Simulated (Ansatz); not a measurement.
# Two runs on MgS

System: MgS (P6₃/mmc, 4 atoms in the cell).
Method of the first run: DFT, PBE, plane waves, PAW, no spin polarisation (Ansatz 0.2.0).

The structure was built on a prototype by a generator. The geometry comes from this level: r2SCAN (a point of a series of strains). Text and figures count atoms from 1; the logs count them from 0 in places.

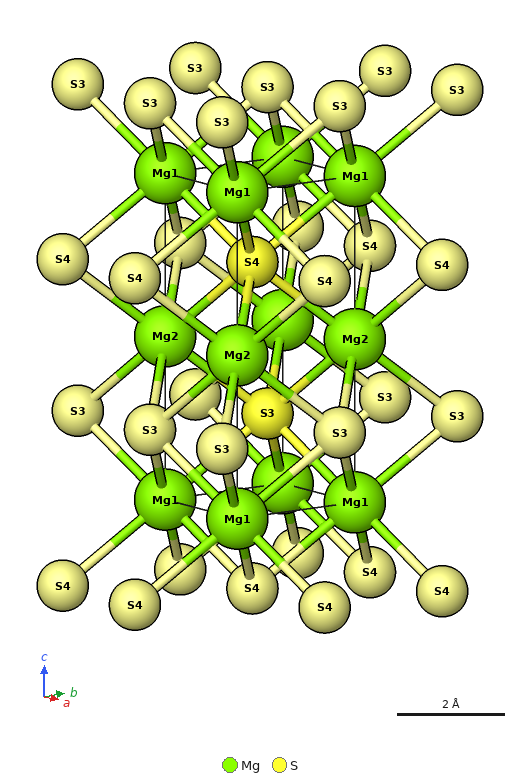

**Figure 1.** The input geometry (ball-and-stick view of the cell of the calculation, seen slightly off an axis; neighbours outside the cell are drawn fainter; atoms are numbered from 1 in the order of the input).

**Input file, the first run**
```yaml
crystal:
  lattice:
    - [3.5860142181, 0.0, 0.0]
    - [-1.7930071091, 3.1055794112, 0.0]
    - [0.0, 0.0, 6.1473560943]
  atoms:
    - { symbol: Mg, position: [0.0, 0.0, 0.0] }
    - { symbol: Mg, position: [0.0, 0.0, 0.5] }
    - { symbol: S, position: [0.3333333333, 0.6666666667, 0.25] }
    - { symbol: S, position: [0.6666666667, 0.3333333333, 0.75] }
kpoints:
  mp_grid: { grid: [12, 12, 4] }
  band_path:
    path:
      - [0.0, 0.0, 0.0]
      - [0.5, 0.0, 0.0]
      - [0.3333333333, 0.3333333333, 0.0]
      - [0.0, 0.0, 0.5]
      - [0.5, 0.0, 0.5]
      - [0.3333333333, 0.3333333333, 0.5]
    npoints: 1
hamiltonian:
  xc: pbe
scf:
  occupations: { method: fermi_dirac, width: 0.02 }
  n_extra_bands: 5
output:
  forces: true
  stress: true
  eigenvalues: true
```

Launched with:
```bash
ansatz run input.yaml --threads 4 --pin off --max-ram 3686MiB --backend cpu --events-out ev --progress --plain --runs-dir out
```

Hardware: 4 threads of Arm Neoverse N1, 98 GiB of memory available, shared host.

**Output, shortened to warnings, some set-up lines, iterations and results (the first run)**
```
Basis set: ecut = 420 eV, 1299 PW (Γ), exchange–correlation on 48×48×90 points (8 copies of the dense FFT grid, shifted against one another)
Symmetry: 24 space group operations
k-points: 57 of 576
Initial density: superposition of atomic densities (neutral atoms: chi_scale 0, normalization atom), corrected by the library's trained network
[...]
SCF iter   1: F=—  HF=-5657.347015 eV  |F-HF|=—  |Δ(HF+E_count)|=         —  Δρ=7.97e-4  dr2=2.59e-4  ethr=1.77e-3  ⟨swp⟩=7.1  Hψ=6066  notcnv=0
SCF iter   2: F=—  HF=-5657.345554 eV  |F-HF|=—  |Δ(HF+E_count)|=   1.46e-3  Δρ=5.56e-4  dr2=2.16e-4  ethr=8.09e-7  ⟨swp⟩=3.0  Hψ=2717  notcnv=0  defer=10
SCF iter   3: F=—  HF=-5657.345579 eV  |F-HF|=—  |Δ(HF+E_count)|=   2.51e-5  Δρ=1.76e-4  dr2=1.59e-5  ethr=6.76e-7  ⟨swp⟩=2.0  Hψ=1503  notcnv=0  defer=13
SCF iter   4: F=—  HF=-5657.345603 eV  |F-HF|=—  |Δ(HF+E_count)|=   2.41e-5  Δρ=4.87e-5  dr2=1.33e-6  ethr=4.97e-8  ⟨swp⟩=2.0  Hψ=1596  notcnv=0  defer=13
SCF iter   5: F=—  HF=-5657.345603 eV  |F-HF|=—  |Δ(HF+E_count)|=   2.54e-7  Δρ=2.20e-5  dr2=4.02e-7  ethr=4.15e-9  ⟨swp⟩=2.9  Hψ=2238  notcnv=0  defer=13
SCF iter   6: F=-5657.345602 eV  HF=-5657.345602 eV  |F-HF|=2.34e-8  |Δ(HF+E_count)|=   1.34e-7  Δρ=6.22e-6  dr2=2.84e-8  ethr=3.13e-10  ⟨swp⟩=6.0  Hψ=4961  notcnv=0
SCF 1 converged in 6 iterations: F = -5657.345602 eV  dr2 = 2.84e-8
NSCF: frozen V_eff on 6 k-points
SCF converged after 6 iterations
Free energy (F): -5657.345602 eV
Harris-Foulkes:  -5657.345602 eV  (|F-HF|=2.34e-8)
Internal energy: -5657.345602 eV  (E = F + TS)
E sigma→0 (E₀):  -5657.345602 eV
Fermi energy:    8.509886 eV
--- Per-component energies (eV) ---
  E_band       = -653.557711
  E_kinetic    = 372.112040
  E_local      = -3329.678243  (includes V_loc(G=0)·N_el)
  E_nonlocal   = 246.907348
  E_hartree    = 1189.262342
  E_xc         = -256.196215
  E_vxc        = -255.020498  (∫ρ·V_xc dr)
  E_paw        = -1785.774100  (= ΣΔE_a)
  E_vpaw       = -66.400581  (= ΣTr[D̂ρ^β])
  E_aug_tail   = -0.000002  (compensation charges beyond the density's cutoff)
  E_ewald      = -2093.978771
  E_smearing   = -0.000000  (= −TS)
  E_closure    = -0.000000  (closes the sum)
  Σ components = -5657.345602   (vs F -5657.345602, Δ=0.00e0)
--- Forces (eV/Å), atoms counted from 1 ---
  atom   1  Mg    -0.00000000    -0.00000000    -0.00000000
  atom   2  Mg    -0.00000000     0.00000000     0.00000000
  atom   3  S      0.00000000    -0.00000000     0.00000000
  atom   4  S     -0.00000000     0.00000000     0.00000000
  max |Σ_I F_I| component: 2.78e-17 eV/Å
--- Stress (GPa, compression-positive) ---
        4.688035      -0.000000       0.000000
        0.000000       4.688035       0.000000
        0.000000       0.000000       2.398682
  P = ⅓ Tr σ = 3.9249 GPa (39.249 kbar)
```

For the second run the input was changed thus:
```diff
-  xc: pbe
+  xc: r2scan
-  occupations: { method: fermi_dirac, width: 0.02 }
+  occupations: { method: fixed }
```

Predict how the results change.

The total energies belong to different methods, so their difference says nothing on which is more stable or more accurate. The gap on the mesh goes from 3.38 to 4.03 eV. The pressure goes from 3.92 to 2.73 GPa. The functional changes from PBE to r2SCAN. The number of SCF iterations is the same. The default cutoff goes from 420 to 500 eV with the change. The plane waves at Γ go from 1299 to 1751. On the same kind of shared host the second run took about 2.2 times as long.

**Output, shortened to warnings, some set-up lines, iterations and results (the second run)**
```
Basis set: ecut = 500 eV, 1751 PW (Γ), exchange–correlation on 108×108×180 points (64 copies of the dense FFT grid, shifted against one another)
Symmetry: 24 space group operations
k-points: 57 of 576
Initial density: superposition of atomic densities (neutral atoms: chi_scale 0, normalization atom), corrected by the library's trained network
[...]
SCF iter   1: F=—  HF=-5670.896223 eV  |F-HF|=—  |Δ(HF+E_count)|=         —  Δρ=7.05e-3  dr2=1.26e-2  dr2_τ=1.61e-2  ethr=1.77e-3  ⟨swp⟩=4.5  Hψ=5348  notcnv=0  defer=159
SCF iter   2: F=—  HF=-5671.000463 eV  |F-HF|=—  |Δ(HF+E_count)|=   1.04e-1  Δρ=3.57e-3  dr2=6.02e-3  dr2_τ=1.52e-4  ethr=3.93e-5  ⟨swp⟩=2.5  Hψ=2724  notcnv=0  defer=166
SCF iter   3: F=—  HF=-5671.001159 eV  |F-HF|=—  |Δ(HF+E_count)|=   6.95e-4  Δρ=1.13e-3  dr2=6.56e-4  dr2_τ=3.91e-5  ethr=1.88e-5  ⟨swp⟩=3.0  Hψ=2095  notcnv=0  defer=169
SCF iter   4: F=—  HF=-5671.001266 eV  |F-HF|=—  |Δ(HF+E_count)|=   1.07e-4  Δρ=1.90e-4  dr2=2.28e-5  dr2_τ=1.36e-6  ethr=2.05e-6  ⟨swp⟩=2.0  Hψ=1256  notcnv=0  defer=169
SCF iter   5: F=—  HF=-5671.001271 eV  |F-HF|=—  |Δ(HF+E_count)|=   4.26e-6  Δρ=2.72e-5  dr2=4.81e-7  dr2_τ=3.49e-8  ethr=7.14e-8  ⟨swp⟩=2.3  Hψ=2063  notcnv=0  defer=57
SCF iter   6: F=-5671.001271 eV  HF=-5671.001271 eV  |F-HF|=5.53e-9  |Δ(HF+E_count)|=   1.80e-7  Δρ=4.53e-6  dr2=1.37e-8  dr2_τ=4.19e-10  ethr=3.13e-10  ⟨swp⟩=9.4  Hψ=5976  …
SCF 1 converged in 6 iterations: F = -5671.001271 eV  dr2 = 1.37e-8
NSCF: frozen V_eff on 6 k-points
SCF converged after 6 iterations
Free energy (F): -5671.001271 eV
Harris-Foulkes:  -5671.001271 eV  (|F-HF|=5.53e-9)
Internal energy: -5671.001271 eV  (E = F + TS)
E sigma→0 (E₀):  -5671.001271 eV
Fermi energy:    6.593399 eV
--- Per-component energies (eV) ---
  E_band       = -688.822755
  E_kinetic    = 371.337324
  E_local      = -3332.080351  (includes V_loc(G=0)·N_el)
  E_nonlocal   = 247.236680
  E_hartree    = 1191.006328
  E_xc         = -242.145296
  E_vxc        = -273.446349  (∫ρ·V_xc dr)
  E_paw        = -1812.105234  (= ΣΔE_a)
  E_vpaw       = -97.849638  (= ΣTr[D̂ρ^β])
  E_aug_tail   = -0.000001  (compensation charges beyond the density's cutoff)
  E_vtau       = 13.966260  (kinetic-family band-sum trace: ∫τ·v_τ [+ j·A + Jᵃ·Aᵃ] dr)
  E_ewald      = -2093.978771
  E_core_change = -0.271950  (= ΣΔE_core)
  E_smearing   = -0.000000  (= −TS)
  E_closure    = 0.000000  (closes the sum)
  Σ components = -5671.001271   (vs F -5671.001271, Δ=0.00e0)
--- Forces (eV/Å), atoms counted from 1 ---
  atom   1  Mg     0.00000000     0.00000000    -0.00000000
  atom   2  Mg     0.00000000     0.00000000     0.00000000
  atom   3  S      0.00000000    -0.00000000     0.00000000
  atom   4  S     -0.00000000     0.00000000     0.00000000
  max |Σ_I F_I| component: 9.25e-18 eV/Å
--- Stress (GPa, compression-positive) ---
        3.589161       0.000000       0.000000
       -0.000000       3.589161       0.000000
        0.000000       0.000000       1.026422
  P = ⅓ Tr σ = 2.7349 GPa (27.349 kbar)
```

**The two runs side by side**

| quantity | the first run | the second run |
| --- | --- | --- |
| outcome | converged | converged |
| free energy per atom (eV) | −1414.3364 | −1417.7503 |
| gap on the mesh (eV) | 3.38 | 4.03 |
| pressure (GPa) | 3.92 | 2.73 |
| largest force (eV/Å) | 0.000 | 0.000 |
| SCF iterations | 6 | 6 |
| irreducible k-points | 57 | 57 |
| plane waves at Γ | 1299 | 1751 |
| wall time (shared host) | 2.6 s | 5.8 s |
